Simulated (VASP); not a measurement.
# SiC (Moissanite): time-dependent DFT spectra, part 3 of 4

Which functionals bind an exciton in SiC (Moissanite)? The cell is of the wurtzite type, one of the forms listed for this formula. The start is a cell from a database of measured crystal structures.

VASP 6.6.1, plane waves and PAW; the level of theory is named at each step.

So far, lowest excitation (eV): step 5 (casida equation on LDA) 3.88.

## 8. Empty bands, functional PBE0

Level of this step: PBE0; plane waves and PAW (Si, C) (VASP).

ALGO = Exact diagonalises the converged Hamiltonian in one step, and LOPTICS writes the k-derivatives of the orbitals (WAVEDER), which give the transition dipoles.

File INCAR:

```
SYSTEM = SiC
PREC = Accurate
ENCUT = 420
ISMEAR = 0
SIGMA = 0.01
LREAL = .FALSE.
LHFCALC = .TRUE.
AEXX = 0.25
GGA = PE
LASPH = .TRUE.
NBANDS = 24
PRECFOCK = Fast
ALGO = Exact
NELM = 1
LWAVE = .TRUE.
LCHARG = .FALSE.
LOPTICS = .TRUE.
NEDOS = 1000
CSHIFT = 0.1
```

File POSCAR:

```
SiC
1.0
    3.0760000000      0.0000000000      0.0000000000
   -1.5380000000      2.6638941420      0.0000000000
    0.0000000000      0.0000000000      5.0480000000
Si C
2 2
Direct
    0.6666666667      0.3333333333      0.5045819132
    0.3333333333      0.6666666667      0.0045819132
    0.6666666667      0.3333333333      0.8804180868
    0.3333333333      0.6666666667      0.3804180868
```

File KPOINTS:

```
Automatic mesh
0
Gamma
6 6 4
0 0 0
```

The projector-augmented-wave data sets are Si and C (PBE family, release 64).

The WAVECAR or CHGCAR of an earlier step is read.

Run with:

```
> mpirun -np 4 vasp_std
```

The log of the run:

```text
[banner, memory and clock lines left out]
running    4 mpi-ranks, on    1 nodes
[...]
LDA part: xc-table for (Slater+PW92), standard interpolation
 found WAVECAR, reading the header
  number of bands has changed, file:    14 present:    24
  trying to continue reading WAVECAR, but it might fail
 POSCAR, INCAR and KPOINTS ok, starting setup
[...]
reading WAVECAR
 random initialization beyond band           14
 the WAVECAR file was read successfully
 initial charge from wavefunction
 entering main loop
       N       E                     dE             d eps       ncg     rms          rms(c)
DIA:   1    -0.369574563150E+02   -0.36957E+02    0.00000E+00     0   0.000E+00
   1 F= -.36957456E+02 E0= -.36957456E+02  d E =-.160547E-18
 writing wavefunctions
 optical routines
 imaginary and real dielectric function
 recalculating local potential from charge density
 direction            1
 direction            2
 direction            3
```

Elapsed: 9.6 min, on 4 MPI ranks of Intel Xeon Platinum 8259CL at 2.50GHz (Skylake/Cascade Lake), shared host; peak memory 1.1 GiB.

Parts of OUTCAR (step 8):

```text
 POSITION                                       TOTAL-FORCE (eV/Angst)
 -----------------------------------------------------------------------------------
      1.53800      0.88796      2.54713        -0.000000      0.000000     -0.017387
     -0.00000      1.77593      0.02313         0.000000      0.000000     -0.017387
      1.53800      0.88796      4.44435        -0.000000      0.000000      0.017387
     -0.00000      1.77593      1.92035        -0.000000      0.000000      0.017387
 -----------------------------------------------------------------------------------
    total drift:                                0.000000     -0.000000      0.001030

  FREE ENERGIE OF THE ION-ELECTRON SYSTEM (eV)
  ---------------------------------------------------
  free  energy   TOTEN  =       -36.9574563150 eV

  energy  without entropy=      -36.9574563150  energy(sigma->0) =      -36.95745631

[... 2 parts as in an earlier step ...]

[... 1 further part left out ...]
[key lines of the parts left out:]
E-fermi :   7.3384
```

## 9. Casida equation on PBE0

This step: time-dependent PBE0, Casida form; plane waves and PAW (Si, C) (VASP 6.6.1).

The Casida equation, in the Tamm-Dancoff approximation (ANTIRES = 0), couples the pairs by a local exchange-correlation kernel and by exact exchange, which attracts electron and hole.

File INCAR:

```
SYSTEM = SiC
PREC = Accurate
ENCUT = 420
ISMEAR = 0
SIGMA = 0.01
LREAL = .FALSE.
LHFCALC = .TRUE.
AEXX = 0.25
GGA = PE
LASPH = .TRUE.
NBANDS = 24
PRECFOCK = Fast
ALGO = TDHF
NBANDSO = 5
NBANDSV = 4
OMEGAMAX = 25
NEDOS = 1000
CSHIFT = 0.1
LWAVE = .FALSE.
LCHARG = .FALSE.
ANTIRES = 0
LFXC = .TRUE.
LADDER = .TRUE.
```

POSCAR is that of step 8.

KPOINTS is that of step 8.

The WAVECAR or CHGCAR of an earlier step is read.

Run with:

```
> mpirun -np 4 vasp_std
```

The log of the run:

```text
[banner, memory and clock lines left out]
 POSCAR found type information on POSCAR SiC
 POSCAR found :  2 types and       4 ions
|                                                                             |
|           W    W    AA    RRRRR   N    N  II  N    N   GGGG   !!!           |
|           W    W   A  A   R    R  NN   N  II  NN   N  G    G  !!!           |
|           W    W  A    A  R    R  N N  N  II  N N  N  G       !!!           |
|           W WW W  AAAAAA  RRRRR   N  N N  II  N  N N  G  GGG   !            |
|           WW  WW  A    A  R   R   N   NN  II  N   NN  G    G                |
|           W    W  A    A  R    R  N    N  II  N    N   GGGG   !!!           |
|                                                                             |
|     The default for ENCUTGWSOFT is different in this version of VASP.       |
|     please manually set ENCUTGWSOFT =280 in the INCAR file.                 |
|                                                                             |

 LDA part: xc-table for (Slater+PW92), standard interpolation
 found WAVECAR, reading the header
 POSCAR, INCAR and KPOINTS ok, starting setup
 FFT: planning ... GRIDC
 FFT: planning ... GRID_SOFT
 FFT: planning ... GRID
 reading WAVECAR
 the WAVECAR file was read successfully
 initial charge from wavefunction
 available memory per node:    133.15 GB, setting MAXMEM to    136342

 The Fermi energy was updated, please check that it is located mid-gap
 values below the HOMO (VB) or above the LUMO (CB) will cause erroneous energies
 E-fermi :   9.2333

 the WAVEDER file was read successfully
 responsefunction array rank=     460
 LDA part: xc-table for (Slater+PW92), standard interpolation

 Doing            0  frequencies on each core in blocks of            0
 parallelization over k-points
 Using distributed matrix
 Using distributed eigensolver
 allocating two-electron 4 orbital integral table    5    4    5    4
 BSE setting up matrix
 available memory per node:    133.08 GB, setting MAXMEM to    136274
 Calculate matrix elements of the BSE Hamiltonian:
 Workload is divided into blocks of two-electron 4 orbital integrals computed in
  parallel.
 Each block/integral has dimensions  of (   5,   4,   5,   4) orbitals
 Total number of blocks/integrals:                10440
 Number of spins:                                     1
 Number of kpoints:                                 144
 Spin channel:                                        1
  Number of blocks of unoccupied bands:               1
  Number of blocks of occupied bands:                 1
 Number of rows/columns of blocks:                  144

                                                        Time (sec)
               Integrals                 Ranks       Real         CPU
  [         1 -        576/     10440]     4         0.59        0.00
  [       577 -       1152/     10440]     4         1.18        0.00
  [      1153 -       1728/     10440]     4         1.75        0.00
  [      1729 -       2304/     10440]     4         2.31        0.00
  [      2305 -       2880/     10440]     4         2.88        0.00
  [      2881 -       3456/     10440]     4         3.46        0.00
  [      3457 -       4032/     10440]     4         4.01        0.00
  [      4033 -       4608/     10440]     4         4.59        0.00
  [      4609 -       5184/     10440]     4         5.16        0.00
  [      5185 -       5760/     10440]     4         5.74        0.00
  [      5761 -       6336/     10440]     4         6.30        0.00
  [      6337 -       6912/     10440]     4         6.88        0.00
  [      6913 -       7488/     10440]     4         7.47        0.00
  [      7489 -       8064/     10440]     4         8.06        0.00
  [      8065 -       8640/     10440]     4         8.67        0.00
  [      8641 -       9216/     10440]     4         9.25        0.00
  [      9217 -       9792/     10440]     4         9.85        0.00
  [      9793 -      10368/     10440]     4        10.43        0.00
  [     10369 -      10440/     10440]     4        10.57        0.00

[... 3 parts as in an earlier step ...]
```

Wall time 19 s (4 MPI ranks); peak memory 1 GiB; 70 s of CPU time.

OUTCAR, selected parts (step 9):

```text
   NELECT =      16.0000    total number of electrons

 E-fermi :   9.2333

[... 9 parts as in an earlier step ...]

[... 1 further part left out ...]
```

Numbers from this step:

```
lowest excitation : 5.204 eV
```

The imaginary dielectric function has structure finer than the step of the table below, so its rows give means over 2 eV, whole bins alone (the curve runs from 0 to 25 eV). Peaks (eV: height): xx 7.0: 38.1; zz 6.2: 11.6, 6.9: 31.7, 7.2: 27.6, 7.7: 24.3, 8.3: 9.19, 9.3: 13.4.

From 5 filled and 4 empty bands alone, without any pair above OMEGAMAX = 25 eV, so strength is missing wherever others contribute; lines are broadened by CSHIFT, which also makes the tail under the first line. Imaginary dielectric function against photon energy; means over each step:

| photon energy (eV) | xx | zz |
| --- | --- | --- |
| 2 | 0.0343 | 0.0358 |
| 4 | 0.133 | 0.139 |
| 6 | 5.09 | 6.19 |
| 8 | 12.8 | 12.1 |
| 10 | 4.53 | 6.08 |
| 12 | 2.29 | 1.45 |
| 14 | 0.291 | 0.476 |
| 16 | 0.106 | 0.147 |
| 18 | 0.0238 | 0.0390 |
| 20 | 0.0112 | 0.0119 |
| 22 | 0.00749 | 0.00788 |
| 24 | 0.00535 | 0.00562 |

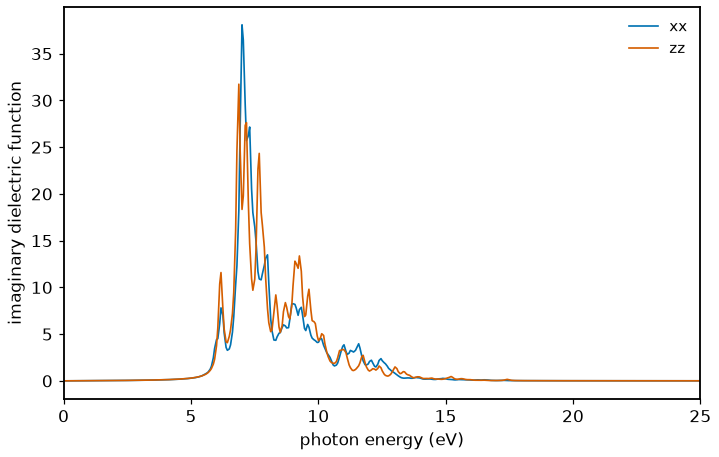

Imaginary dielectric function against photon energy.

Some of the lowest 40 states alone, with states under 2.5 meV apart joined, scaled to the strongest line shown. Lines of the exciton spectrum (strongest = 100):

| position (eV) | lines merged | oscillator strength |
| --- | --- | --- |
| 5.205 | 3 | 0.0 |
| 5.536 | 3 | 0.0 |
| 5.555 | 2 | 1.2 |
| 5.559 | 1 | 0.0 |
| 5.943 | 3 | 0.0 |
| 5.963 | 4 | 0.0 |
| 5.971 | 2 | 26 |
| 5.985 | 2 | 28 |
| 5.989 | 1 | 0.0 |
| 6.094 | 3 | 0.0 |
| 6.099 | 3 | 0.0 |
| 6.122 | 2 | 0.0 |
| 6.142 | 2 | 6.3 |
| 6.163 | 1 | 100 |

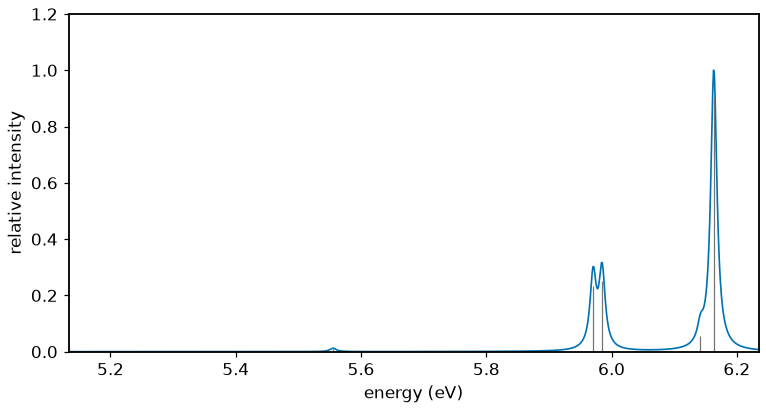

The exciton spectrum, broadened with Lorentzians of width 0.012 eV; bars mark the lines.

The lowest excitation lies at 5.204 eV, -614 meV against the direct gap of these orbitals, a distance that this coarse mesh makes far too large. It is dark; the first state with over 2 % of the strongest strength among the lowest 40 lies at 5.971 eV. Peak heights aren't converged with the mesh, least of all at the onset.

## 10. Ground state at HSE06

This step: HSE06; plane waves and PAW (Si, C) (VASP 6.6.1).

The orbitals come from a self-consistent HSE06 run. EDIFF is tight for accurate orbitals, and a narrow smearing avoids fractional occupations.

File INCAR:

```
SYSTEM = SiC
PREC = Accurate
ENCUT = 420
EDIFF = 1E-08
NELM = 100
ISMEAR = 0
SIGMA = 0.01
LREAL = .FALSE.
ALGO = Normal
LHFCALC = .TRUE.
AEXX = 0.25
GGA = PE
HFSCREEN = 0.2
LASPH = .TRUE.
NBANDS = 14
PRECFOCK = Fast
LORBIT = 11
LWAVE = .TRUE.
LCHARG = .FALSE.
KPAR = 4
```

POSCAR is that of step 9.

KPOINTS is that of step 9.

Run with:

```
> mpirun -np 4 vasp_std
```

The log of the run:

```text
[... set-up lines as in an earlier step ...]
 entering main loop
       N       E                     dE             d eps       ncg     rms          rms(c)
DAV:   1    -0.349144784308E+02   -0.34914E+02   -0.12520E+00   588   0.918E+00    0.482E+00
DAV:   2    -0.349212064682E+02   -0.67280E-02   -0.38633E-02   750   0.142E+00    0.360E+00
DAV:   3    -0.349176115005E+02    0.35950E-02   -0.27125E-03   744   0.332E-01    0.209E+00
DAV:   4    -0.349167625950E+02    0.84891E-03   -0.77502E-04   708   0.164E-01    0.118E+00
DAV:   5    -0.349164756447E+02    0.28695E-03   -0.88281E-05   726   0.643E-02    0.664E-01
DAV:   6    -0.349163706374E+02    0.10501E-03   -0.33615E-05   714   0.466E-02    0.374E-01
DAV:   7    -0.349163374367E+02    0.33201E-04   -0.12744E-05   714   0.293E-02    0.212E-01
DAV:   8    -0.349163271551E+02    0.10282E-04   -0.32147E-06   720   0.153E-02    0.120E-01
DAV:   9    -0.349163240002E+02    0.31549E-05   -0.10477E-06   726   0.872E-03    0.680E-02
DAV:  10    -0.349163231145E+02    0.88565E-06   -0.40750E-07   720   0.525E-03    0.379E-02
DAV:  11    -0.349163229791E+02    0.13547E-06   -0.12966E-07   720   0.298E-03    0.213E-02
DAV:  12    -0.349163230074E+02   -0.28313E-07   -0.46596E-08   690   0.180E-03    0.119E-02
DAV:  13    -0.349163230619E+02   -0.54491E-07   -0.17042E-08   462   0.111E-03    0.673E-03
DAV:  14    -0.349163231102E+02   -0.48338E-07   -0.80644E-09   348   0.783E-04    0.370E-03
DAV:  15    -0.349163231442E+02   -0.34042E-07   -0.20764E-09   348   0.400E-04    0.211E-03
DAV:  16    -0.349163231645E+02   -0.20299E-07   -0.99728E-10   330   0.257E-04    0.117E-03
DAV:  17    -0.349163231760E+02   -0.11431E-07   -0.38624E-10   342   0.149E-04    0.651E-04
DAV:  18    -0.349163231829E+02   -0.68831E-08   -0.19386E-10   336   0.969E-05
   1 F= -.34916323E+02 E0= -.34916323E+02  d E =-.255312E-16
 writing wavefunctions
```

Run time: 2.8 min. Hardware: 4 MPI ranks; peak memory 0.97 GiB.

OUTCAR, selected parts (step 10):

```text
   NELECT =      16.0000    total number of electrons

 E-fermi :   7.7081

 k-point     1 :       0.0000    0.0000    0.0000
  band No.  band energies     occupation
    ...
      4       6.1914      2.00000
      5       6.1914      2.00000
      6       7.5402      2.00000
      7       7.6545      2.00000
      8       7.6545      2.00000
      9      13.6392      0.00000
     10      15.1527      0.00000
     11      15.5617      0.00000
     12      15.5617      0.00000
     13      16.7401      0.00000
    ...

 POSITION                                       TOTAL-FORCE (eV/Angst)
 -----------------------------------------------------------------------------------
      1.53800      0.88796      2.54713         0.000000      0.000000     -0.018213
     -0.00000      1.77593      0.02313        -0.000000     -0.000000     -0.018213
      1.53800      0.88796      4.44435        -0.000000      0.000000      0.018213
     -0.00000      1.77593      1.92035         0.000000      0.000000      0.018213
 -----------------------------------------------------------------------------------
    total drift:                                0.000000     -0.000000      0.001021

  FREE ENERGIE OF THE ION-ELECTRON SYSTEM (eV)
  ---------------------------------------------------
  free  energy   TOTEN  =       -34.9163231829 eV

  energy  without entropy=      -34.9163231829  energy(sigma->0) =      -34.91632318

[... 10 parts as in an earlier step ...]

[... 8 further parts left out ...]
```

The PAW data sets were made with PBE, which is usual practice but a small mismatch for other functionals.

This step gave:

```yaml
free_energy_toten: -34.92 eV
fermi_energy: 7.708 eV
gap_on_the_k_mesh: 3.185 eV
least_direct_gap_on_the_k_mesh: 5.084 eV
```

## 11. Empty bands, functional HSE06

ALGO = Exact diagonalises the converged Hamiltonian in one step, and LOPTICS writes the k-derivatives of the orbitals (WAVEDER), which give the transition dipoles.

File INCAR:

```
SYSTEM = SiC
PREC = Accurate
ENCUT = 420
ISMEAR = 0
SIGMA = 0.01
LREAL = .FALSE.
LHFCALC = .TRUE.
AEXX = 0.25
GGA = PE
HFSCREEN = 0.2
LASPH = .TRUE.
NBANDS = 24
PRECFOCK = Fast
ALGO = Exact
NELM = 1
LWAVE = .TRUE.
LCHARG = .FALSE.
LOPTICS = .TRUE.
NEDOS = 1000
CSHIFT = 0.1
```

POSCAR is that of step 10.

KPOINTS is that of step 10.

The run starts from files that an earlier step left in the folder.

Run with:

```
> mpirun -np 4 vasp_std
```

The log of the run:

```text
[... set-up lines as in an earlier step ...]
 entering main loop
       N       E                     dE             d eps       ncg     rms          rms(c)
DIA:   1    -0.349163231919E+02   -0.34916E+02    0.00000E+00     0   0.000E+00
   1 F= -.34916323E+02 E0= -.34916323E+02  d E =-.118261E-19
 writing wavefunctions
 optical routines
 imaginary and real dielectric function
 recalculating local potential from charge density
 direction            1
 direction            2
 direction            3
```

Elapsed: 9.5 min, on 4 MPI ranks; peak memory 1.4 GiB.

OUTCAR, selected parts (step 11):

```text
 POSITION                                       TOTAL-FORCE (eV/Angst)
 -----------------------------------------------------------------------------------
      1.53800      0.88796      2.54713         0.000000      0.000000     -0.018214
     -0.00000      1.77593      0.02313        -0.000000     -0.000000     -0.018214
      1.53800      0.88796      4.44435         0.000000      0.000000      0.018214
     -0.00000      1.77593      1.92035        -0.000000      0.000000      0.018214
 -----------------------------------------------------------------------------------
    total drift:                               -0.000000     -0.000000      0.001018

  FREE ENERGIE OF THE ION-ELECTRON SYSTEM (eV)
  ---------------------------------------------------
  free  energy   TOTEN  =       -34.9163231919 eV

  energy  without entropy=      -34.9163231919  energy(sigma->0) =      -34.91632319

[... 2 parts as in an earlier step ...]

[... 1 further part left out ...]
[key lines of the parts left out:]
E-fermi :   7.7148
```

(Continued in part 4 of 4.)

[Lines on the potential files, build, host, timing and source positions are cut from VASP's logs without a mark.]

[Logs are printed without paths, hosts, clocks, repeated set-up lines and the standing remarks that a program may print on its own settings, such as how far it seeks lower states.]

[Hosts, paths, dates, database ids (printed as entryN), source tags and the programs' standing remarks are cut or masked in the printed files.]

[Pressures printed for these runs are not shown converged in the cutoff: they can be off by several GPa and have the wrong sign.]
